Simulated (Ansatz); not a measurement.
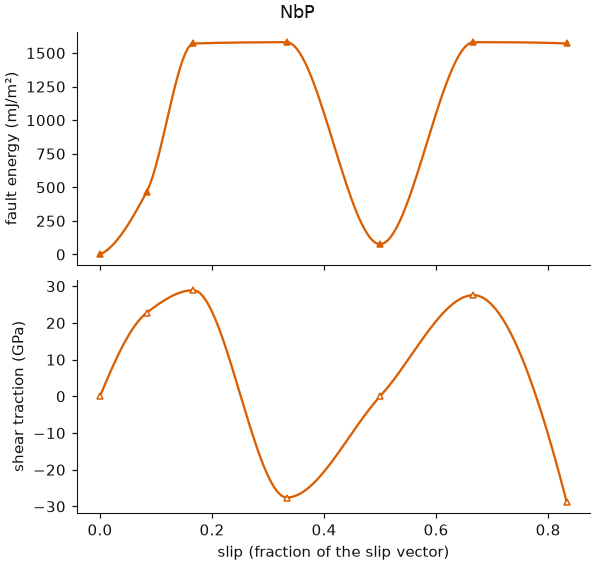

Method: rigid slide of a crystal across a plane by tilting cell vector c, one fault a cell, unrelaxed, by plane-wave density functional theory with PAW datasets, free energies less that of the undisturbed cell; scalar-relativistic (Ansatz 0.2.0). Level: PBEsol, no spin polarisation.

```
          setting                                        value
      wave cutoff                                       420 eV
           k mesh                                      14×14×4
      occupations                                     Gaussian
   smearing width                                      0.15 eV
          k shift                       (0, 0, 0) (mesh steps)
            start                                      relaxed
height of the cut                0 (fraction of cell vector c)
      slip vector  (1, -1) (multiples of cell vectors a and b)
```

Starting cell:
```yaml
crystal:
  lattice:
    - [-3.32025, 0.00000, 0.00000]
    - [0.00000, -3.32025, 0.00000]
    - [0.00000, 0.00000, 11.29039]
  atoms:
    - { symbol: Nb, position: [0.00000, 0.00000, 0.58389] }
    - { symbol: Nb, position: [0.50000, 0.50000, 0.08389] }
    - { symbol: Nb, position: [0.50000, 0.00000, 0.33389] }
    - { symbol: Nb, position: [0.00000, 0.50000, 0.83389] }
    - { symbol: P, position: [0.00000, 0.00000, 0.16614] }
    - { symbol: P, position: [0.50000, 0.50000, 0.66614] }
    - { symbol: P, position: [0.00000, 0.50000, 0.41614] }
    - { symbol: P, position: [0.50000, 0.00000, 0.91614] }
```

Fault energy and shear traction against slip for NbP, space group I4_1md (No. 109).

The points at slip 0.6667 and 0.8333 follow from computed ones by symmetry.

The highest fault energy among the points, the barrier to rigid slip along this vector, is 1580 mJ/m² at slip 0.333; a local minimum of 76.4 mJ/m² at slip 0.5 marks a metastable stacking fault. The shear traction goes from 0.00 GPa at slip 0.0000 to −28.92 GPa at 0.8333, not monotonically, with a high of 28.92 GPa at 0.1667.
